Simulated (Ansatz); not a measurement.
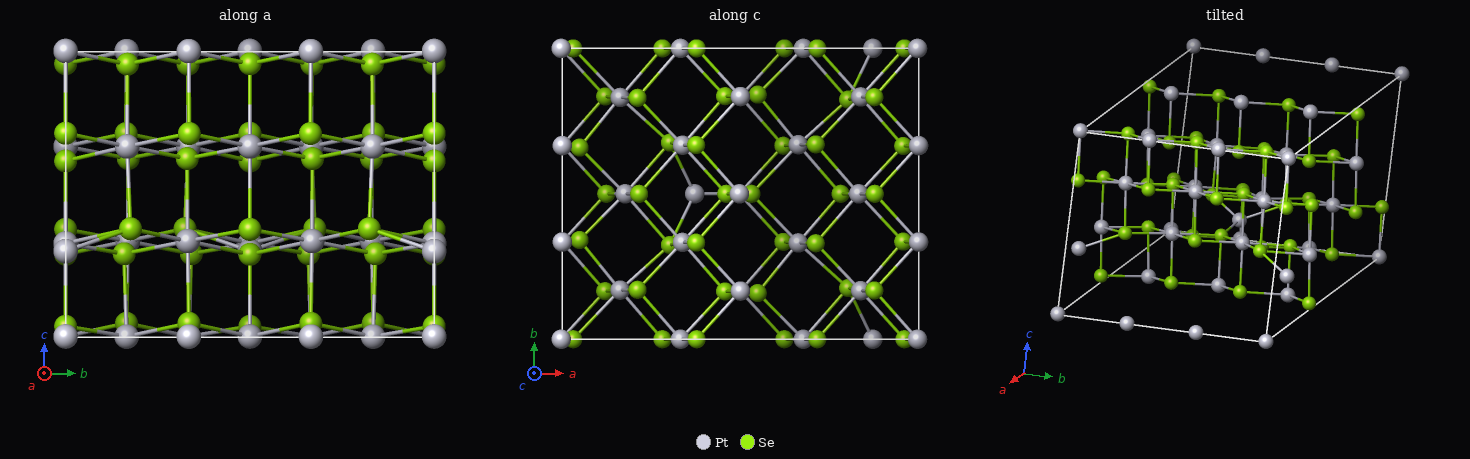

The figure gives a ball-and-stick picture of the atoms, viewed along the a axis, along the c axis and slightly off an axis. The box is the conventional unit cell; atoms on or close to its faces, edges and corners are drawn wherever they repeat. Cell: a = 14.536 Å, b = 11.255 Å, c = 9.192 Å, α = 90.00°, β = 108.46°, γ = 90.00°.

The stoichiometry is Pt₅Se₉. Its lattice is base-centred monoclinic, its space group Cm (No. 8). It has 56 atoms to the cell (20 Pt, 36 Se). With all contacts inside bonding distance counted, the coordination numbers are Pt 3 to 6 (mean 5.7) and Se 3 to 4 (mean 3.2). Not all metal-metal contacts are counted. The bonds build a three-dimensional framework.

The cell started as a structure listed in the Materials Project, repeated into a supercell with a point defect put in. The atoms were relaxed in a fixed cell with Ansatz, DFT PBE, scalar-relativistic, plane waves, PAW.
